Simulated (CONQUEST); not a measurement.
**Energy of Zr along an even scaling of the cell**

System: Zr (P6₃/mmc, 4 atoms in the cell).
Method: Kohn-Sham DFT of a periodic cell, PBE, PseudoDojo NC PBE, no spin polarisation (CONQUEST 1.3).

The 7 runs differ only in the geometry, by an even scaling of the cell at fixed fractional positions. The structure derives from an entry of the Crystallography Open Database.

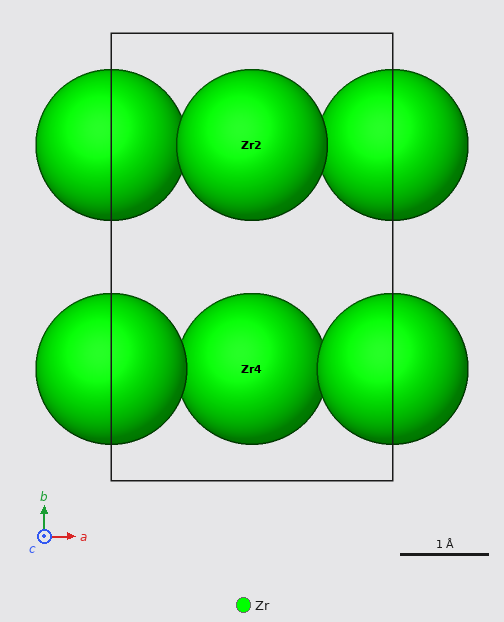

Figure 1. The structure of run 4 (spheres-only view of the cell of the calculation, along the c axis; atoms are numbered from 1 in the order of the input).

### Input of run 4
```
IO.Title Zr
IO.Coordinates coords.dat
IO.FractionalAtomicCoords T
IO.Iprint 2
IO.Iprint_init 1
General.NumberOfSpecies 1
General.PseudopotentialType hamann
AtomMove.TypeOfRun static
AtomMove.FullStress T
Grid.PointsAlongX 32
Grid.PointsAlongY 48
Grid.PointsAlongZ 60
DM.SolutionMethod diagon
Diag.MPMesh T
Diag.GammaCentred T
Diag.MPMeshX 8
Diag.MPMeshY 5
Diag.MPMeshZ 5
Diag.kT 0.00183747
minE.SCTolerance 1e-6
SC.MaxIters 100
IO.AtomChargeOutput T
%block ChemicalSpeciesLabel
1 91.220 Zr
%endblock
```

Command:
```bash
OMP_NUM_THREADS=1 Conquest
```

Lattice vectors (Å) and fractional positions of run 4:
```
   3.232000    0.000000    0.000000
   0.000000    5.147000    0.000000
   0.000000    0.000000    5.597988
Zr  0.000000  0.750000  0.333333
Zr  0.500000  0.750000  0.833333
Zr  0.000000  0.250000  0.666667
Zr  0.500000  0.250000  0.166667
```

Run 3 has the same physical settings and fractional positions; its lattice vectors (Å) are:
```
   3.210308    0.000000    0.000000
   0.000000    5.112455    0.000000
   0.000000    0.000000    5.560417
```

### Results, with one run withheld

| run | volume per atom (Å³) | free energy per atom, from the lowest run given (meV) | pressure (GPa) |
| --- | --- | --- | --- |
| 1 | 21.884 | 49.49 | 8.95 |
| 2 | 22.350 | 27.21 | 6.51 |
| 3 | 22.815 | ? | ? |
| 4 | 23.281 | 2.92 | 2.01 |
| 5 | 23.746 | 0.00 | −0.02 |
| 6 | 24.212 | 2.88 | −1.81 |
| 7 | 24.678 | 10.76 | −3.42 |

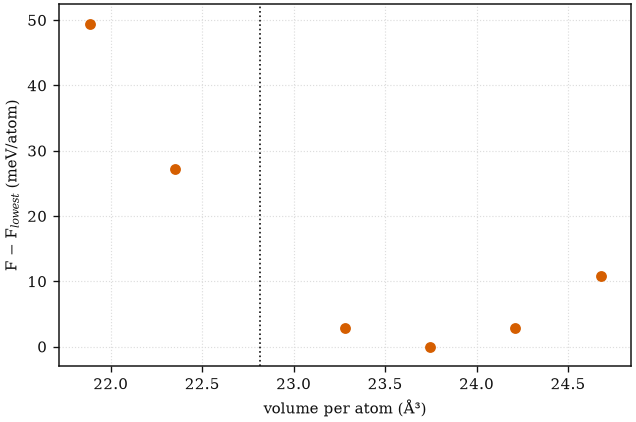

Figure 2. Free energy per atom of the runs given; the dotted line marks run 3.

Estimate the energy of run 3 from the others.

A cubic polynomial in V^(−2/3) (the Birch–Murnaghan form), fitted to the 6 runs given, misses them by at most 0.08 meV per atom. With x = V^(−2/3) − 0.12250 Å⁻², it reads F = 2.4207 + 3229.4 x + 1.0934e+06 x² − 6.4715e+06 x³ (meV per atom). At run 3 it gives 11.84 meV per atom, and the run itself gives 11.67. The slope of the fit gives a pressure −dF/dV of 4.15 GPa there, and the run prints 4.10 GPa. The fit has its minimum at 23.746 Å³ per atom, where V d²F/dV² gives 98.6 GPa. Cell shape and fractional positions are held, so this is the stiffness under even scaling; the relaxed bulk modulus wasn't computed.

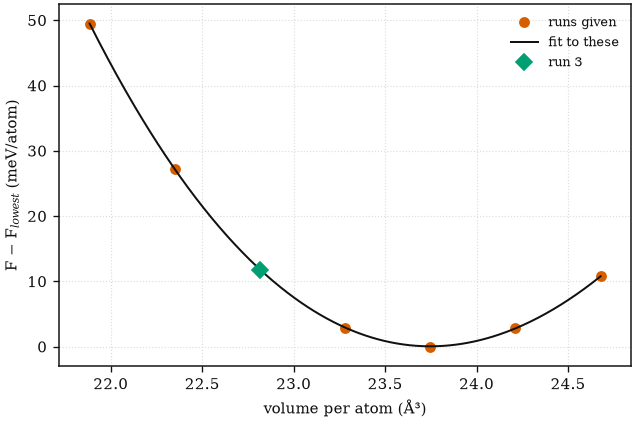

Figure 3. The fit and the withheld run.

### Some lines of the output (run 3)
```
[...]
          DFT Total Energy                 :      -202.431150312415184 Ha
          Free Energy (E-TS)               :      -202.443588018833537 Ha
          DFT Total Energy                 :      -202.441108831929284 Ha
          Free Energy (E-TS)               :      -202.442812173623622 Ha
          DFT Total Energy                 :      -202.441531765198476 Ha
          Free Energy (E-TS)               :      -202.442807406935202 Ha
          DFT Total Energy                 :      -202.441533533389560 Ha
          Free Energy (E-TS)               :      -202.442807689228971 Ha
          DFT Total Energy                 :      -202.441534639886186 Ha
          Free Energy (E-TS)               :      -202.442807094178249 Ha
          DFT Total Energy                 :      -202.441534194454590 Ha
      | Free Energy as E-TS      =      -202.442807094178249 Ha
      |* DFT total energy        =      -202.441534194454590 Ha
    force: Average pressure:      4.10438168 GPa
```

Notes: With a small basis of atomic orbitals these values can differ much from converged plane-wave results.
